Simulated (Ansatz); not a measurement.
## MoS3: geometry relaxation

MoS3 (Pm-3m, 4 atoms in the cell), computed with DFT PBE+U, scalar-relativistic, plane waves, PAW, Ueff = 4.38 eV on Mo d, no spin polarisation (Ansatz 0.2.0).

The structure was made by swapping elements on the sites of another compound; it need not be a known phase. It belongs to a series of runs on one base structure; here: O -> S, W -> Mo on all its sites, cell and atoms relaxed.

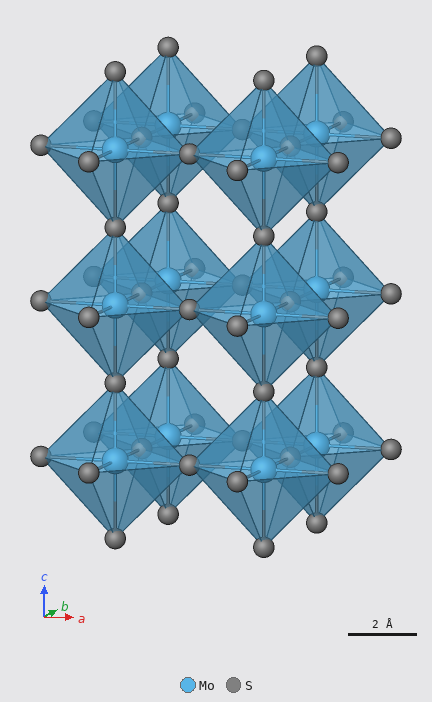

*The input geometry (polyhedral view of the cell of the calculation, repeated 1 × 1 × 2, seen slightly off an axis; polyhedra are completed across the faces of the cell).*

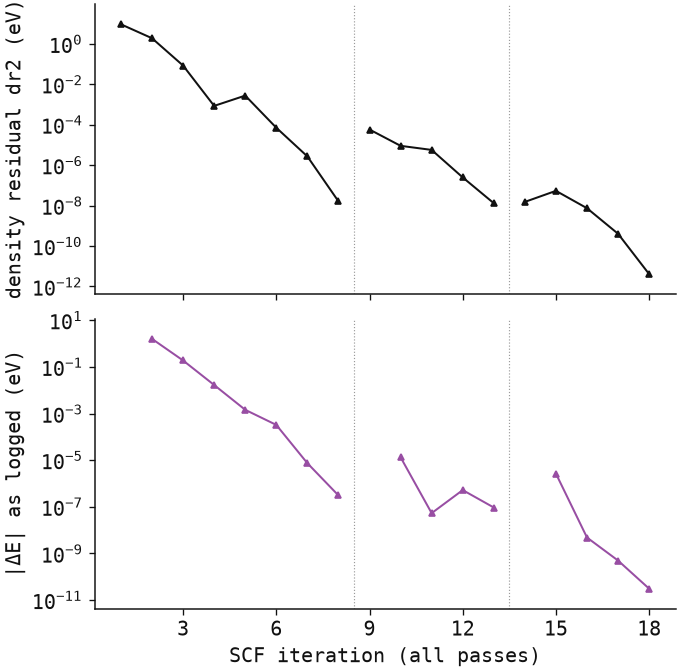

*Convergence of the self-consistent field: density residual dr2 and size of the energy change against the SCF iteration. The dotted lines part the SCF passes of the relaxation: geometry steps, rejected trials and re-solves on a re-selected basis.*

The passes take 8, 5 and 5 iterations.

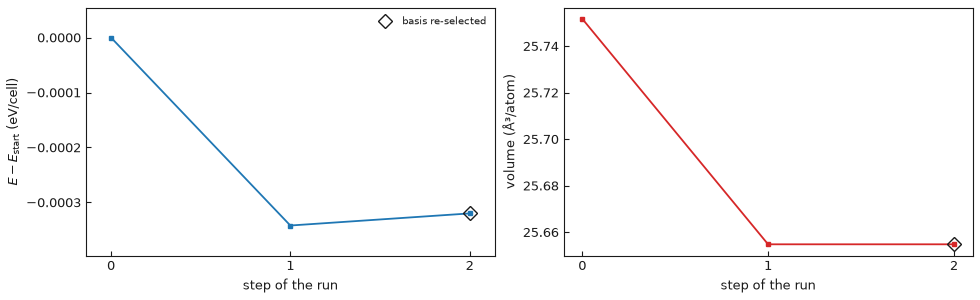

*Progress of the relaxation, step by step (the first geometry is step 0 here and step 1 in the log).*

The atoms keep their places relative to the cell (all moves are under 0.005 Å). Cell: a = b = c 4.688 → 4.682 Å (−0.1 %). Volume −0.4 %. The space group stays Pm-3m (No. 221). After 1 geometry step the energy has fallen by 0.3 meV per cell of the calculation. All forces vanish by symmetry, so only the cell relaxes. Pressure: −0.29 GPa at the start and 0.03 GPa at the end. A last SCF at the same geometry on a re-selected plane-wave basis shifts the energy by +0.0 meV per cell of the calculation.

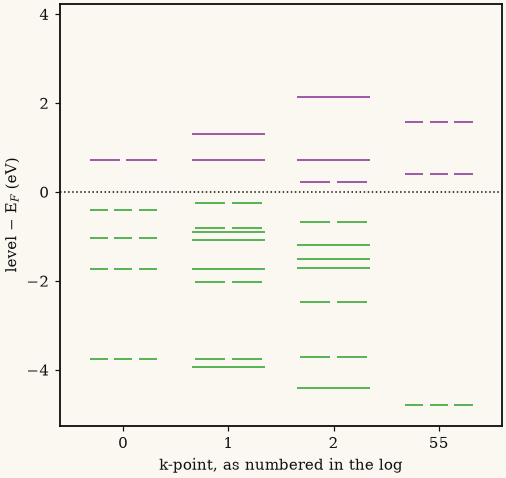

*Kohn–Sham levels near the Fermi level (dotted) at the few k-points that the log prints; levels within 0.02 eV of each other stand side by side.*

The system is metallic on the full mesh.

The input and output of the run follow.

Input file:
```yaml
crystal:
  lattice:
    - [4.687655408, 0.0, 0.0]
    - [0.0, 4.687655408, 0.0]
    - [0.0, 0.0, 4.687655408]
  atoms:
    - { symbol: Mo, position: [0.0, 0.0, 0.0] }
    - { symbol: S, position: [0.0, 0.0, 0.5] }
    - { symbol: S, position: [0.0, 0.5, 0.0] }
    - { symbol: S, position: [0.5, 0.0, 0.0] }
basis:
  ecutwfc: 420
kpoints:
  mp_grid: { grid: [10, 10, 10] }
hamiltonian:
  xc: pbe
  hubbard: { sites: [{ species: Mo, l: d, u_eff: 4.38 }] }
scf:
  occupations: { method: gaussian, width: 0.1 }
output:
  forces: true
  stress: true
  eigenvalues: true
relax:
  adjacent_minimum: "off"
  f_tol: 0.01
  max_steps: 60
  cell: { stress_tol: 0.1 }
```

Run as:
```bash
ansatz run input.yaml --threads 1 --pin off --max-ram 2560MiB --backend cpu --events-out ev --progress --plain --runs-dir out
```

Output:
```
Mo: projections on atomic orbitals take those of the free atom [Ar 3d10] 4s2 4p6 4d5 5s1, of charge +0.00 (hamiltonian.pseudopotentials.projection_atoms); the dataset's partial waves leave at most 6.0e-6 of an orbital's norm unspanned inside its sphere
S: projections on atomic orbitals take those of the free atom [Ne] 3s2 3p4, of charge +0.00 (hamiltonian.pseudopotentials.projection_atoms); the dataset's partial waves leave at most 1.6e-7 of an orbital's norm unspanned inside its sphere
Engine: ansatz 0.2.0, x86_64-unknown-linux-gnu
Pseudopotentials: kind: paw
Pseudopotential: Mo, paw, valence charge 14, recommended cutoff 420 eV (normal), Mo.paw.azcp
Pseudopotential: S, paw, valence charge 6, recommended cutoff 420 eV (normal), S.paw.azcp
Functional definition: PBE
  parameter kappa = 0.804
  parameter beta = 0.06672455060314922
  exchange = pbe_x(kappa = kappa, mu = beta*pi^2/3)
  correlation = pbe_c(beta = beta)
Crystal: 4 atoms, lattice volume = 103.007 Å³
Basis set: ecut = 420 eV, 2007 PW (Γ), exchange–correlation on 64×64×64 points (8 copies of the dense FFT grid, shifted against one another)
Bands: 20, of which v1, the nominal top of the filled ones, is band 16 counted from 1 (15 counted from 0)
Symmetry: 48 space group operations
Space group: Pm-3m (ITA 221), of the structure as read, at distance tolerance 4.7e-5 Å
k-points: 56 of 1000
Non-local potential: Mo, projectors of the file, l = 0: 3, l = 1: 2, l = 2: 2, l = 3: 1
Non-local potential: S, projectors of the file, l = 0: 2, l = 1: 2, l = 2: 2
PAW form: soft (Blöchl's): semilocal exchange-correlation on the pseudo side does not see the compensation charge
PAW one-centre angular grid: Mo, 590 points (default); XC on 64 Gauss nodes
PAW one-centre angular grid: S, 110 points (default); XC on 64 Gauss nodes
Initial density: superposition of atomic densities (chi_scale 0.1, normalization cell, long waves of neutral atoms under a Hubbard term (reshape's long-wave potential 0.00 eV rms, cloud 2.59 Å wide))
Initial wavefunctions: pseudopotential atomic-orbital guess
Functional: x = pbe(κ = 0.804, μ = 0.2195149727645171), c = pbe(β = 0.06672455060314922)
SCF iter   1: F=—  HF=-7658.172088 eV  |F-HF|=—  |Δ(HF+E_count)|=         —  Δρ=7.14e-2  dr2=9.19e0  ethr=3.10e-3  ⟨swp⟩=5.8  Hψ=5420  notcnv=0
preconditioner: auto → LDOS  [metal: Δε(μ)=0.030 eV  Ē_g=7.365 eV  σ=0.100 eV  W_gap=0.17  n_scr=18 (ndim 8)  ℏωp=17.9 eV  f_vac=0.110  D(μ)=3.29/eV (n_scr^D=26)  β→1.0]
SCF iter   2: F=—  HF=-7656.576882 eV  |F-HF|=—  |Δ(HF+E_count)|=    1.60e0  Δρ=3.52e-2  dr2=1.88e0  ethr=3.10e-3  ⟨swp⟩=6.2  Hψ=9628  notcnv=0  defer=8
automatic band count: the SCF goes on with 24 bands, as 20 were too few: the levels above may hold too much charge
SCF iter   3: F=—  HF=-7656.765557 eV  |F-HF|=—  |Δ(HF+E_count)|=   1.89e-1  Δρ=9.21e-3  dr2=8.38e-2  ethr=3.10e-3  ⟨swp⟩=2.3  Hψ=2876  notcnv=0  defer=148
SCF iter   4: F=—  HF=-7656.782379 eV  |F-HF|=—  |Δ(HF+E_count)|=   1.68e-2  Δρ=1.44e-3  dr2=8.48e-4  ethr=2.62e-4  ⟨swp⟩=2.2  Hψ=2131  notcnv=0  defer=148
SCF iter   5: F=—  HF=-7656.783830 eV  |F-HF|=—  |Δ(HF+E_count)|=   1.45e-3  Δρ=1.15e-3  dr2=2.74e-3  ethr=2.65e-6  ⟨swp⟩=2.3  Hψ=2450  notcnv=0  defer=144
SCF iter   6: F=—  HF=-7656.783504 eV  |F-HF|=—  |Δ(HF+E_count)|=   3.26e-4  Δρ=1.94e-4  dr2=7.07e-5  ethr=2.65e-6  ⟨swp⟩=2.1  Hψ=1904  notcnv=0  defer=144
SCF iter   7: F=—  HF=-7656.783496 eV  |F-HF|=—  |Δ(HF+E_count)|=   7.45e-6  Δρ=3.81e-5  dr2=2.70e-6  ethr=2.21e-7  ⟨swp⟩=1.6  Hψ=1281  notcnv=0  defer=143
SCF iter   8: F=-7656.783496 eV  HF=-7656.783496 eV  |F-HF|=1.07e-8  |Δ(HF+E_count)|=   3.09e-7  Δρ=3.77e-6  dr2=1.62e-8  ethr=3.13e-10  ⟨swp⟩=9.7  Hψ=7265  notcnv=0
SCF 1 converged in 8 iterations: F = -7656.783496 eV  dr2 = 1.62e-8
  greatest PAW one-centre occupation: 0.998 electrons in one spin orbital (limit 2), on the Mo atom at site 0 (counted from 0), in its partial waves of l = 0
relax step   1: F+E_penalty+E_count = -7656.78349598 eV  Δ(F+E_penalty+E_count) = +0.000e0 eV  max|allowed force component| = 2.465e-30 eV/Å  Δτ_max = 0.0000 Å  P = -0.289 GPa  Ω = 103.007 Å³  (8 SCF iters, dr2 threshold 1.00e-7 eV, accepted)
Crystal: 4 atoms, lattice volume = 102.619 Å³
Bands: 24, of which v1, the nominal top of the filled ones, is band 16 counted from 1 (15 counted from 0)
Initial density: handed on by an earlier stage of this run
Initial wavefunctions: those handed on with the density
iter 1 solved again at ethr=2.07e-7 eV; its pass at ethr=3.10e-3 eV (dr2=6.62e-5 eV) is discarded
SCF iter   1: F=—  HF=-7656.783852 eV  |F-HF|=—  |Δ(HF+E_count)|=         —  Δρ=2.04e-4  dr2=5.77e-5  ethr=2.07e-7  ⟨swp⟩=2.0  Hψ=6752  notcnv=0
preconditioner: auto → LDOS  [insulator: Δε(μ)=0.140 eV  Ē_g=9.454 eV  σ=0.100 eV  W_gap=0.64  n_scr=18 (ndim 8)  ℏωp=18.0 eV  f_vac=0.157  D(μ)=1.03/eV (n_scr^D=6)  ε∞_Penn≈4.6  β→1.0]
SCF iter   2: F=—  HF=-7656.783838 eV  |F-HF|=—  |Δ(HF+E_count)|=   1.34e-5  Δρ=6.87e-5  dr2=9.00e-6  ethr=1.80e-7  ⟨swp⟩=2.0  Hψ=2016  notcnv=0
preconditioner: auto → Resta (q_TF=auto, 2.247 Å⁻¹)  ε∞=4.6  [insulator: Δε(μ)=0.142 eV  Ē_g=9.453 eV  σ=0.100 eV  W_gap=0.64  n_scr=18 (ndim 8)  ℏωp=18.0 eV  f_vac=0.157  D(μ)=1.02/eV (n_scr^D=0)  ε∞_Penn≈4.6  β→0.5]
SCF iter   3: F=—  HF=-7656.783838 eV  |F-HF|=—  |Δ(HF+E_count)|=   5.36e-8  Δρ=5.33e-5  dr2=5.65e-6  ethr=2.81e-8  ⟨swp⟩=2.3  Hψ=1945  notcnv=0
SCF iter   4: F=—  HF=-7656.783838 eV  |F-HF|=—  |Δ(HF+E_count)|=   5.23e-7  Δρ=1.60e-5  dr2=2.47e-7  ethr=1.76e-8  ⟨swp⟩=1.1  Hψ=1350  notcnv=0
SCF iter   5: F=-7656.783838 eV  HF=-7656.783838 eV  |F-HF|=2.42e-9  |Δ(HF+E_count)|=   9.36e-8  Δρ=4.53e-6  dr2=1.31e-8  ethr=6.52e-10  ⟨swp⟩=5.2  Hψ=4818  notcnv=0
SCF 2 converged in 5 iterations: F = -7656.783838 eV  dr2 = 1.31e-8
relax step   2: F+E_penalty+E_count = -7656.78383780 eV  Δ(F+E_penalty+E_count) = -3.418e-4 eV  max|allowed force component| = 1.031e-30 eV/Å  Δτ_max = 0.0000 Å  P = +0.026 GPa  Ω = 102.619 Å³  energy of the carried Pulay correction = +2.256e-5 eV  (5 SCF iters, dr2 threshold 2.09e-7 eV, accepted)
Initial wavefunctions: pseudopotential atomic-orbital guess (no wavefunctions were taken with the density)
iter 1 solved again at ethr=5.88e-7 eV; its pass at ethr=3.10e-3 eV (dr2=1.88e-4 eV) is discarded
SCF iter   1: F=—  HF=-7656.783813 eV  |F-HF|=—  |Δ(HF+E_count)|=         —  Δρ=5.10e-6  dr2=1.52e-8  ethr=5.88e-7  ⟨swp⟩=3.0  Hψ=10167  notcnv=0
eigensolver tolerance schedule: the retry pair's looser diagonalisation over-reported the residual by 12379.44 of it (diagonalisation noise at an unbounded share of the residual, at the tolerance the schedule requests for it); recorded, not acted on — ethr = c·dr2/N_el stays at c = 1.0e-1
preconditioner: auto → LDOS  [insulator: Δε(μ)=0.141 eV  Ē_g=9.453 eV  σ=0.100 eV  W_gap=0.64  n_scr=18 (ndim 8)  ℏωp=18.0 eV  f_vac=0.157  D(μ)=1.03/eV (n_scr^D=6)  ε∞_Penn≈4.6  β→1.0]
SCF iter   2: F=—  HF=-7656.783816 eV  |F-HF|=—  |Δ(HF+E_count)|=   2.66e-6  Δρ=5.14e-6  dr2=5.35e-8  ethr=4.75e-11  ⟨swp⟩=3.1  Hψ=2794  notcnv=0
SCF iter   3: F=—  HF=-7656.783816 eV  |F-HF|=—  |Δ(HF+E_count)|=   4.83e-9  Δρ=2.04e-6  dr2=7.40e-9  ethr=4.75e-11  ⟨swp⟩=2.0  Hψ=2070  notcnv=0
SCF iter   4: F=—  HF=-7656.783816 eV  |F-HF|=—  |Δ(HF+E_count)|=  4.96e-10  Δρ=5.22e-7  dr2=4.03e-10  ethr=2.31e-11  ⟨swp⟩=1.0  Hψ=1344  notcnv=0
SCF iter   5: F=-7656.783816 eV  HF=-7656.783816 eV  |F-HF|=9.09e-13  |Δ(HF+E_count)|=  3.09e-11  Δρ=5.55e-8  dr2=4.08e-12  ethr=1.00e-12  ⟨swp⟩=5.3  Hψ=5153  notcnv=0
SCF 3 converged in 5 iterations: F = -7656.783816 eV  dr2 = 4.08e-12
relax step   3: F+E_penalty+E_count = -7656.78381608 eV  Δ(F+E_penalty+E_count) = +2.172e-5 eV  max|allowed force component| = 7.313e-31 eV/Å  Δτ_max = 0.0000 Å  P = +0.026 GPa  Ω = 102.619 Å³  stress off target by 2.65e-2 GPa  SCF on the basis re-selected at this cell (its energy is not comparable with the rows above)  (5 SCF iters)
basis re-selected at this cell: Δ(F+E_penalty+E_count) = +2.172e-5 eV, ΔP = +0.000 GPa vs the last step (what re-selecting the basis moved, of the pressure what is left beyond the Pulay correction that the steps carried, after the strain that the cell walked since its last selection, with what the two solves' SCF thresholds leave and, on support functions, any second-order correction that the steps lacked; it is no measure of the basis error at this ecutwfc). This SCF's stress stands 2.65e-2 GPa from its target on what of the cell is left free (relax.cell.stress_tol is 1.00e-1 GPa) and its largest allowed force component is 7.31e-31 eV/Å (relax.f_tol is 1.00e-2 eV/Å): within both
SCF converged after 5 iterations
Free energy (F): -7656.783816 eV
Harris-Foulkes:  -7656.783816 eV  (|F-HF|=9.09e-13)
Internal energy: -7656.778691 eV  (E = F + TS)
E sigma→0 (E₀):  -7656.781254 eV
Entropy (-TS):   -0.005125 eV (-1.281 meV/atom)
Fermi energy:    4.955752 eV
--- Per-component energies (eV) ---
  E_band       = -310.261863
  E_kinetic    = 757.073320
  E_local      = -2508.198817  (includes V_loc(G=0)·N_el)
  E_nonlocal   = 226.596459
  E_hartree    = 929.538863
  E_xc         = -471.684622
  E_vxc        = -487.005533  (∫ρ·V_xc dr)
  E_hubbard    = 5.441885  (on-site DFT+U / exact-exchange correction)
  E_vhub       = -0.259090  (the Hubbard potential's part of the band-sum identity)
  E_paw        = -5001.243043  (= ΣΔE_a)
  E_vpaw       = -157.545894  (= ΣTr[D̂ρ^β])
  E_aug_tail   = 0.000040  (compensation charges beyond the density's cutoff)
  E_ewald      = -1594.302776
  E_smearing   = -0.005125  (= −TS)
  E_closure    = 0.000000  (closes the sum)
  Σ components = -7656.783816   (vs F -7656.783816, Δ=0.00e0)
--- Forces (eV/Å), atoms counted from 1 ---
  atom   1  Mo     0.00000000     0.00000000     0.00000000
  atom   2  S      0.00000000    -0.00000000     0.00000000
  atom   3  S      0.00000000     0.00000000     0.00000000
  atom   4  S      0.00000000     0.00000000     0.00000000
  max |Σ_I F_I| component: 1.28e-30 eV/Å
--- Stress (GPa, compression-positive) ---
        0.026469      -0.000000       0.000000
        0.000000       0.026469       0.000000
        0.000000       0.000000       0.026469
  P = ⅓ Tr σ = 0.0265 GPa (0.265 kbar)
--- Band table (eV; the first three rows and the last of 56) ---
  k-point 0: bands = ["-57.0493", "-31.1344", "-31.1344", "-31.1344", "-8.6326", "-7.2510", "-7.2510", "1.1960", "1.1960", "1.1960", "3.2245", "3.2245", "3.2245", "3.9152", "3.9152", "3.9152", "4.5509", "4.5509", "4.5509", "5.6689", "5.6689", "9.5696", "11.9305", "12.5110"]
  k-point 1: bands = ["-57.0493", "-31.1353", "-31.1344", "-31.1344", "-8.5936", "-7.2487", "-7.2405", "1.0121", "1.2066", "1.2066", "2.9246", "2.9246", "3.2273", "3.8733", "4.0552", "4.1392", "4.1392", "4.6963", "4.6963", "5.6719", "6.2653", "9.7094", "12.1277", "12.5632"]
  k-point 2: bands = ["-57.0492", "-31.1376", "-31.1343", "-31.1343", "-8.4892", "-7.2427", "-7.2106", "0.5360", "1.2396", "1.2396", "2.4844", "2.4844", "3.2348", "3.4435", "3.7673", "4.2796", "4.2796", "5.1830", "5.1830", "5.6790", "7.0925", "10.1307", "12.5022", "12.9151"]
  k-point 55: bands = ["-57.0488", "-31.1433", "-31.1433", "-31.1433", "-7.0015", "-7.0015", "-7.0015", "-1.2425", "-0.3985", "-0.3985", "0.1664", "0.1664", "0.1664", "5.3611", "5.3611", "5.3611", "6.5288", "6.5288", "6.5288", "9.8021", "12.2234", "12.2234", "12.2234", "12.3667"]
Occupation matrices written to [file]
--- Relaxed structure (2 steps of the walk, 2 accepted, 1 SCFs on fresh bases) ---
  F+E_penalty+E_count = -7656.78381608 eV   max|allowed force component| = 7.313e-31 eV/Å   (the final SCF, on the basis selected at the relaxed cell)
  cell:  # Å, volume = 102.6192 Å³
    - [4.681764154222234, 1.364200377274292e-34, 0.0]
    - [7.222237291452134e-35, 4.681764154222234, 8.024708101613482e-36]
    - [0.0, 2.407412430484045e-35, 4.681764154222234]
  atoms:
    - { symbol: Mo, position: [1.0448492267728126e-40, -3.13454768031844e-40, -2.089698453545627e-40] }
    - { symbol: S, position: [5.224246133864066e-40, 7.627399355441679e-39, 0.5] }
    - { symbol: S, position: [-4.910791365833321e-39, 0.5, -1.880728608191083e-39] }
    - { symbol: S, position: [0.5, -7.3139445874076324e-40, 1.4627889174819389e-39] }
```

Trajectory as extended XYZ (Å, eV, eV/Å), 3 frames, from step=1 to step=3:
```
4
Lattice="4.6877 0.0000 0.0000 0.0000 4.6877 0.0000 0.0000 0.0000 4.6877" Properties=species:S:1:pos:R:3:forces:R:3 step=1 energy=-7656.78350 pressure_GPa=-0.29
Mo    0.0000    0.0000    0.0000    0.0000   0.0000   0.0000
S     0.0000    0.0000    2.3438    0.0000   0.0000   0.0000
S     0.0000    2.3438    0.0000    0.0000   0.0000   0.0000
S     2.3438    0.0000    0.0000    0.0000   0.0000   0.0000
4
Lattice="4.6818 0.0000 0.0000 0.0000 4.6818 0.0000 0.0000 0.0000 4.6818" Properties=species:S:1:pos:R:3:forces:R:3 step=2 energy=-7656.78384 pressure_GPa=0.03
Mo    0.0000    0.0000    0.0000    0.0000   0.0000   0.0000
S     0.0000    0.0000    2.3409    0.0000   0.0000   0.0000
S     0.0000    2.3409    0.0000    0.0000   0.0000   0.0000
S     2.3409    0.0000    0.0000    0.0000   0.0000   0.0000
4
Lattice="4.6818 0.0000 0.0000 0.0000 4.6818 0.0000 0.0000 0.0000 4.6818" Properties=species:S:1:pos:R:3:forces:R:3 step=3 energy=-7656.78382 pressure_GPa=0.03
Mo    0.0000    0.0000    0.0000    0.0000   0.0000   0.0000
S     0.0000    0.0000    2.3409    0.0000   0.0000   0.0000
S     0.0000    2.3409    0.0000    0.0000   0.0000   0.0000
S     2.3409    0.0000    0.0000    0.0000   0.0000   0.0000
```

Key numbers:

- outcome: converged
- space group (tolerance 0.01 Å): Pm-3m (221)
- electrons treated: 32
- free energy: −7656.7838 eV
- Fermi energy: 4.956 eV
- gap on the k-point mesh: none (metallic)
- pressure: 0.03 GPa
- final volume: 102.62 Å³
- largest force (length of the vector) at the end: under 0.001 eV/Å
- final cell: a = 4.682 Å, b = 4.682 Å, c = 4.682 Å, α = 90.00°, β = 90.00°, γ = 90.00°
- hardware: 1 thread of Intel Xeon (Emerald Rapids), 32 GiB of memory available, shared host
- wall time: 13 s
- peak memory: 0.56 GiB
